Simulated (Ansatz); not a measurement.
**SnO: density, localisation and related maps**

The calculation's input:

```
crystal:
  lattice:
    - [3.802, 0.0, 0.0]
    - [0.0, 3.802, 0.0]
    - [0.0, 0.0, 4.836]
  atoms:
    - { symbol: Sn, position: [0.0, 0.503945292, 0.2385] }
    - { symbol: Sn, position: [0.5, -0.003945292, 0.7615] }
    - { symbol: O, position: [0.0, 0.0007138422, 0.0] }
    - { symbol: O, position: [0.5, 0.4992861578, 0.0] }
basis:
  ecutwfc: 420
kpoints:
  mp_grid: { grid: [12, 12, 10] }
hamiltonian:
  xc: pbe
  dispersion: d3bj
scf:
  occupations: { method: gaussian, width: 0.15 }
output:
  forces: true
  stress: true
  eigenvalues: true
  write_density: true
  write_potential: true
  elf: true
  volumetric_format: npy
```

Launched as:

```sh
ansatz run input.yaml --threads 2 --pin off --max-ram 5120MiB --backend cpu --events-out ev --progress --plain --runs-dir out
```

Below, planes, directions and counts refer to the conventional cell (a = 3.80 Å, b = 3.80 Å, c = 4.84 Å, α = 90.00°, β = 90.00°, γ = 90.00°).

Space group P2₁/m; not relaxed (largest force 0.4 eV/Å); computed pressure about 2 GPa in this cell.

Computed with Ansatz 0.2.0, DFT PBE+D3(BJ), scalar-relativistic, plane waves, PAW.

In a PAW calculation such maps are meaningful between the atoms, not at the nuclei.

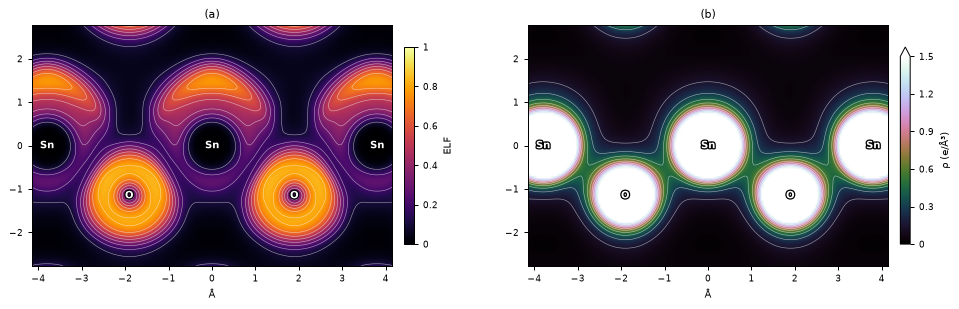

Figure 1. (a) ELF; (b) valence charge density (pseudo) on the (100) plane of the conventional cell.

Question: What do the fields say about this system?

Answer: The section cuts through Sn and O sites. Sn–O (2.22 Å): ρ at the midpoint is about 0.47 e/Å³; the ELF peaks at about 0.85 in the valence shell of O, 0.6 Å from its nucleus, and is about 0.20 at the midpoint; no localised pair shows between them. Between the atoms the lowest density in this plane is 0.02 e/Å³.

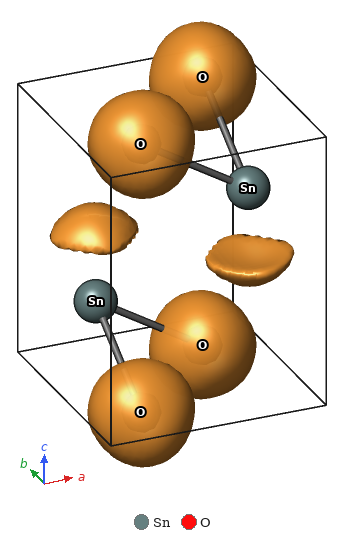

Figure 2. Isosurface of the ELF at 0.65 (orange), seen at an oblique angle. Core shells and regions of very low density are left out. Sticks mark near contacts.

Question: Identify the bonds, lone pairs and shells in this picture.

Answer: The surface consists of two lobes on Sn, pointing away from the bonds (lone pairs) and two regions wrapped around O (the valence shell of each), counted in one cell of 4 atoms. Any copies at cell faces, edges or corners count once.


Sn–O (2.21 Å): the ELF peaks at about 0.85 in the valence shell of O, 0.6 Å from its nucleus, and is about 0.20 at the midpoint: no localised pair shows between them.

Question: Does the calculation give a band gap?

Answer: It is metallic or semimetallic at this level of theory: no gap opens.
